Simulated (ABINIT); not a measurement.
# AlN: oneshot calculation (part 4 of 4)

Continued. System: AlN (2 atoms in the cell). Method: Kohn-Sham DFT of a periodic cell, PBE, PseudoDojo NC SR PBE v0.4.1 standard, no spin polarisation (ABINIT 10.8.3); cutoff 1142.88 eV, 6×6×6 k-mesh, fixed occupations. The structure derives from a Materials Project entry.

Geometry of the input (Å; fractional positions):
```
0.0000  2.1840  2.1840
2.1840  0.0000  2.1840
2.1840  2.1840  0.0000
Al 0.0000  0.0000  0.0000
N  0.2500  0.2500  0.2500
```

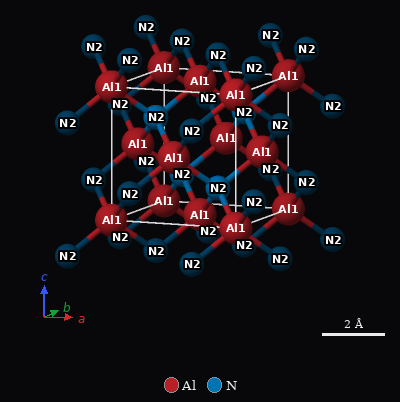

Fig. 1: The structure (ball-and-stick view of the cell 4 times as large as that of the calculation, set on its symmetry axes, seen slightly off an axis; neighbours outside the cell are drawn fainter; atoms are numbered from 1 in the order of the input).

**The program's output, continued**
```
--- !SelfEnergy_ee
iteration_state: {dtset: 3, }
kpoint     : [  -0.333,    0.500,    0.167, ]
spin       : 1
KS_gap     :    7.755
QP_gap     :    9.268
Delta_QP_KS:    1.513
data: !SigmaeeData |
     Band     E_DFT   <VxcDFT>   E(N-1)  <Hhartree>   SigX  SigC[E(N-1)]    Z     dSigC/dE  Sig[E(N)]  DeltaE  E(N)_pert E(N)_diago
        1    -7.078   -16.997    -7.078    -3.561    -5.827     0.000     1.000     0.000    -5.827    -2.309    -9.388    -9.388
        2     0.852   -13.730     0.852     3.563    -3.979     0.000     1.000     0.000    -3.979    -1.268    -0.416    -0.416
        3     2.382   -14.553     2.382     5.298    -4.069     0.000     1.000     0.000    -4.069    -1.153     1.229     1.229
        4     2.657   -14.118     2.657     5.463    -3.883     0.000     1.000     0.000    -3.883    -1.077     1.580     1.580
        5    10.412   -11.109    10.412    12.451    -1.603     0.000     1.000     0.000    -1.603     0.436    10.848    10.848
        6    15.500   -11.128    15.500    17.542    -1.356     0.000     1.000     0.000    -1.356     0.686    16.186    16.186
        7    18.138   -10.838    18.138    20.117    -1.092     0.000     1.000     0.000    -1.092     0.887    19.026    19.026
        8    18.163   -14.192    18.163    20.977    -1.746     0.000     1.000     0.000    -1.746     1.068    19.231    19.231
        9    21.701   -11.483    21.701    23.841    -1.024     0.000     1.000     0.000    -1.024     1.116    22.817    22.817
       10    25.384   -10.165    25.384    27.201    -0.754     0.000     1.000     0.000    -0.754     1.063    26.447    26.447
       11    29.731   -12.294    29.731    32.094    -1.034     0.000     1.000     0.000    -1.034     1.330    31.061    31.061
       12    30.888   -12.156    30.888    33.225    -1.053     0.000     1.000     0.000    -1.053     1.284    32.172    32.172
...

 New Fermi energy :        2.399860E-01 Ha ,    6.530353E+00 eV
 New Exchange energy :    -6.644569E-01 Ha ,   -1.808079E+01 eV

 === QP Band Gaps ===
  >>>> For spin  1
   Minimum direct gap =   5.5354 [eV], located at k-point      :   0.0000  0.0000  0.0000
   Fundamental gap    =   4.5934 [eV], Top of valence bands at :   0.0000  0.0000  0.0000
                                       Bottom of conduction at :   0.5000  0.5000  0.0000

 writing QP data on file : runo_DS3_QPS

 Convergence of QP corrections
 >>>>> For spin  1 <<<<<

== END DATASET(S) ==============================================================
================================================================================

 -outvars: echo values of variables after computation  --------
            acell      5.8366710632E+00  5.8366710632E+00  5.8366710632E+00 Bohr
           etotal1    -1.2792494550E+01
           etotal3     0.0000000000E+00
            fcart1    -2.0388202410E-30 -2.0388202410E-30  6.1164607229E-30
                       2.0388202410E-30  2.0388202410E-30 -6.1164607229E-30
            fcart3     0.0000000000E+00  0.0000000000E+00  0.0000000000E+00
                       0.0000000000E+00  0.0000000000E+00  0.0000000000E+00
            rprim      0.0000000000E+00  7.0710678120E-01  7.0710678120E-01
                       7.0710678120E-01  0.0000000000E+00  7.0710678120E-01
                       7.0710678120E-01  7.0710678120E-01  0.0000000000E+00
           strten1    -1.5262976249E-04 -1.5262976249E-04 -1.5262976249E-04
                       0.0000000000E+00  0.0000000000E+00  0.0000000000E+00
           strten3     0.0000000000E+00  0.0000000000E+00  0.0000000000E+00
                       0.0000000000E+00  0.0000000000E+00  0.0000000000E+00
           xangst      0.0000000000E+00  0.0000000000E+00  0.0000000000E+00
                       1.0919967798E+00  1.0919967798E+00  1.0919967798E+00
             xred      0.0000000000E+00  0.0000000000E+00  0.0000000000E+00
                       2.5000000000E-01  2.5000000000E-01  2.5000000000E-01
 Calculation completed.
```
